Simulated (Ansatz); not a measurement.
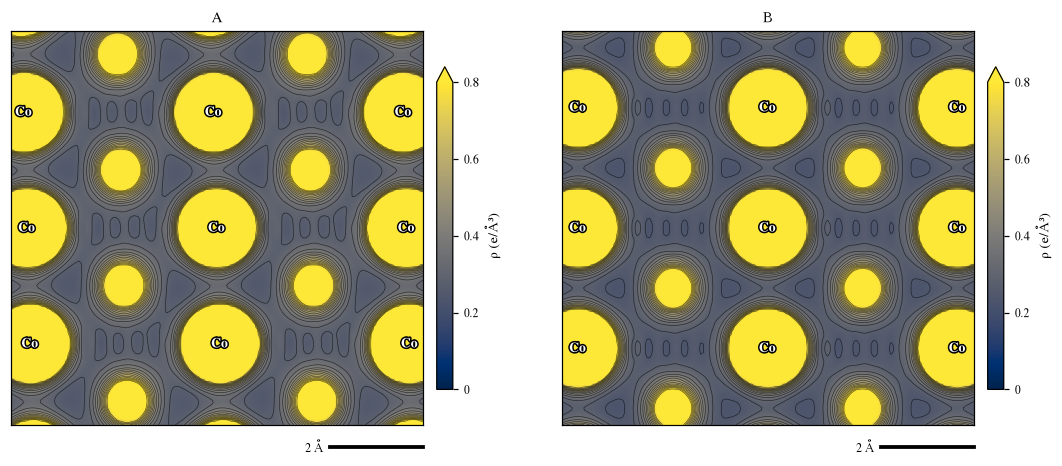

Co. The valence pseudo-density of two cells that differ in size and shape, on the (11̄0) plane of each (indices in the axes of the calculation cell), at one length scale and on one colour scale: B has 11.9 Å³ an atom and A 11.2.

Computed with Ansatz, DFT, PBE, PAW with Ansatz's default frozen-core files, scalar-relativistic.

The density is the valence pseudo-density of a PAW calculation; it isn't the true density close to the nuclei.

The larger cell:

```
Co
1.0
     2.59457    0.00000    0.00000
    -1.29729    2.24696    0.00000
     0.00000    0.00000    4.09100
Co
2
Direct
  0.33333 0.66667 0.25000
  0.66667 0.33333 0.75000
```

The smaller cell: a = 2.519 Å, b = 2.541 Å, c = 4.091 Å, α = 90.41°, β = 91.14°, γ = 120.85°.

**What changes from the larger cell to the smaller?**

From the larger cell to the smaller, Co–Co goes from 2.59 to 2.50 Å, and the density at its midpoint from 0.28 to 0.33 e/Å³; the pressure goes from −16 to −6 GPa.
